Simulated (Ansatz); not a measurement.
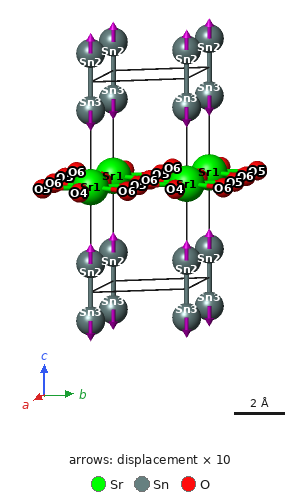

This is a relaxation of a crystal of SrSn₂O₃ (a generated structure, set up in P6/mmm) (coarse preliminary run). The starting structure is drawn; purple arrows show the displacements (the part carried along by the change of the cell is left out), magnified 10 times.

The picture is a ball-and-stick view of the cell of the calculation, seen slightly off an axis.

Computed with Ansatz 0.2.0, DFT PBE, scalar-relativistic, plane waves, PAW.

Input
```yaml
crystal:
  lattice:
    - [4.02939893, 0.0, 0.0]
    - [-2.01469946, 3.48956183, 0.0]
    - [0.0, 0.0, 8.50072342]
  atoms:
    - { symbol: Sr, position: [0.0, 0.0, 0.5] }
    - { symbol: Sn, position: [0.0, 0.0, 0.13602227] }
    - { symbol: Sn, position: [0.0, 0.0, 0.86397773] }
    - { symbol: O, position: [0.5, 0.0, 0.5] }
    - { symbol: O, position: [0.0, 0.5, 0.5] }
    - { symbol: O, position: [0.5, 0.5, 0.5] }
basis:
  ecutwfc: 420
kpoints:
  mp_grid: { grid: [6, 6, 2] }
hamiltonian:
  xc: pbe
scf:
  occupations: { method: gaussian, width: 0.1 }
  lower_state_search: "off"
output:
  forces: true
  stress: true
  eigenvalues: true
relax:
  adjacent_minimum: "off"
  f_tol: 0.04
  max_steps: 70
  cell: { stress_tol: 0.4 }
```

Run as
```bash
ansatz run input.yaml --threads 1 --pin off --max-ram 2560MiB --backend cpu --events-out ev --progress --plain --runs-dir out
```

> Describe the change and its energy.

After 8 accepted moves (10 points after the start) the energy has fallen by 875 meV per atom. The largest force component goes from 6.4 to 0.011 eV/Å. The pressure goes from 34.09 to 0.04 GPa. At 2 points the geometry stayed and the basis and grid were re-selected for the new cell (energy shift of 73.8 meV per atom at most each time). The largest moves relative to the cell, 0.083 Å, are those of Sn2 and Sn3. Sn3 goes along −c. O and Sr stay in place. The volume changes by +56.6 %, with a = b 4.029 → 4.704 Å (+16.8 %), c 8.501 → 9.767 Å (+14.9 %). Among the contacts that change: Sn2–Sn3 2.313 → 2.823 Å, Sr1–Sn2 3.094 → 3.472 Å, Sr1–O4 2.015 → 2.352 Å. The space group stays P6/mmm (No. 191).
